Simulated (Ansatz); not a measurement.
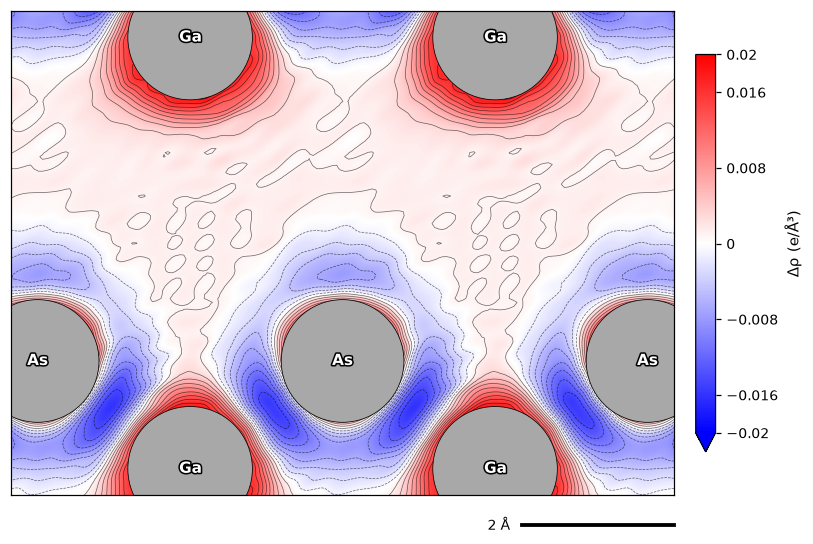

GaAs. Difference of the valence pseudo-densities of two functionals at the same geometry, on the (11̄0) plane of the calculation cell: LDA less r2SCAN.

Both computed with Ansatz (plane waves, PAW), on the same k-point mesh. Grey discs cover the atomic cores.

**Where does the change of functional move the electrons?**

Against r2SCAN, LDA gives more density around Ga (+0.010 e/Å³ on average at 1.0 Å from the nucleus), less density around As (−0.004 e/Å³ on average at 1.0 Å from the nucleus) and a change of −0.014 e/Å³ at the midpoint of Ga–As.
